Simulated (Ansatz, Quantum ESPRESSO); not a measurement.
# graphene, 1 layer against a metal electrode: the far face's level over the Fermi level at a withheld member of a series

**Set-up.** Quantum ESPRESSO 7.5, PBE, GBRV ultrasoft. The slab is relaxed neutral under PBE-D3(BJ), then held. ESM with bc3: vacuum below and a metal electrode about 6 Å above the top atoms. Fermi-Dirac smearing of 0.004 Ry and a dense mesh. Charges are set per cell from the starting area. The series steps the charge of the slab (positive: electrons removed).

```
charge of the slab  far face's level over the Fermi level (eV)
     1 ×10¹³ e/cm²                                       4.531
     2 ×10¹³ e/cm²                                       4.649
     3 ×10¹³ e/cm²                                       4.737
     6 ×10¹³ e/cm²                                       4.924
     7 ×10¹³ e/cm²                                       4.974
     8 ×10¹³ e/cm²                                       5.015
```

One more run was made and is withheld. What is the far face's level over the Fermi level at 4.5 ×10¹³ e/cm²?

**Fit.** The rows at 3 ×10¹³ e/cm² and 6 ×10¹³ e/cm² give a slope of (4.924 − (4.737))/(6 − (3)) = 0.06233, so a straight line gives 4.831 eV. A parabola through these and the row at 2 ×10¹³ e/cm² gives 4.845 eV.

**The withheld run.** 4.842 eV. The line misses by −0.011 and the parabola by +0.003 eV. The parabola does better.

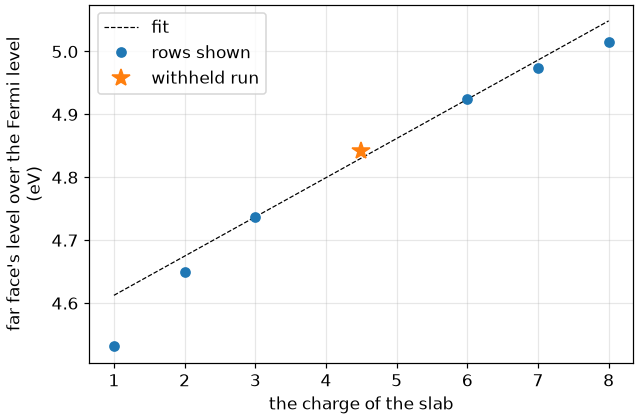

The rows shown, the fit and the withheld run.

Caveats: Vacuum fills the gap; ions don't answer the charge; added electrons can spill towards the electrode at the most negative charges. Members without a usable value, or on the other side of zero field or charge, are not listed.

[Logs are printed without paths, hosts, clocks, repeated set-up lines and the standing remarks that a program may print on its own settings, such as how far it seeks lower states.]
